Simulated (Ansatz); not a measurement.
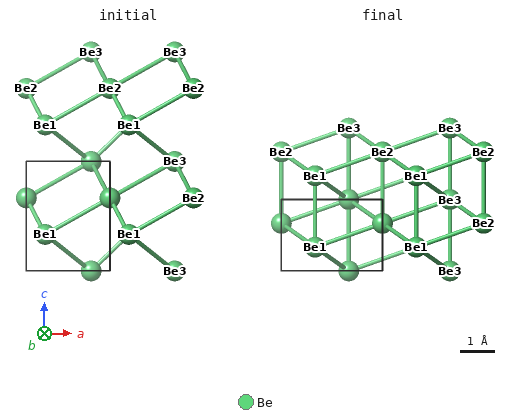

The structure of a crystal of Be (built on the trigonal selenium_152 type) (coarse preliminary run) before (left) and after (right) a relaxation, at one scale.

A ball-and-stick model of the cell of the calculation, repeated 2 × 1 × 2 with one cell outlined, seen along the b axis.

Case: trigonal selenium type (P3_121, No. 152).

Method: DFT PBEsol, scalar-relativistic, plane waves, PAW in Ansatz 0.2.0.

The input:
```yaml
crystal:
  lattice:
    - [2.9132112873, 0.0, 0.0]
    - [-1.4566056437, 2.5229149814, 0.0]
    - [0.0, 0.0, 3.3051357248]
  atoms:
    - { symbol: Be, position: [0.2254, 0.0, 0.3333333333] }
    - { symbol: Be, position: [0.0, 0.2254, 0.6666666667] }
    - { symbol: Be, position: [0.7746, 0.7746, 0.0] }
basis:
  ecutwfc: 420
kpoints:
  mp_grid: { grid: [6, 6, 6] }
hamiltonian:
  xc: pbesol
scf:
  occupations: { method: gaussian, width: 0.1 }
  lower_state_search: "off"
output:
  forces: true
  stress: true
  eigenvalues: true
relax:
  adjacent_minimum: "off"
  f_tol: 0.04
  max_steps: 70
  cell: { stress_tol: 0.4 }
```

What changed between the two?

After 11 accepted moves (14 points after the start) the energy has fallen by 2176 meV per atom. The largest force component goes from 8.3 to under 0.0001 eV/Å. The pressure goes from 54.19 to 0.02 GPa. The line search rejected the trial step at point 9 of the run. The SCF was repeated twice at an unchanged geometry on a basis and grid sized afresh for the cell, which shifted the energy by 2.8 meV per atom at most. The largest moves relative to the cell, 0.38 Å, are those of Be1, Be2 and Be3. Be3 goes along [−1 −1 0]. The volume changes by −4.5 %, with a = b 2.913 → 3.525 Å (+21.0 %), c 3.305 → 2.156 Å (−34.8 %). Near-neighbour distances that change, for instance: Be1–Be1 3.305 → 2.156 Å, Be1–Be2 1.583 → 2.158 Å, Be1–Be2 (another image) 2.292 → 2.158 Å. Bond angles that change, for instance: Be2–Be1–Be3 103.1° → 70.5°, Be2–Be1–Be2 78.9° → 109.5°, Be2–Be1–Be3 99.0° → 70.5°. The space group (tolerance 0.01 Å) goes from P3_121 (No. 152) to Im-3m (No. 229).
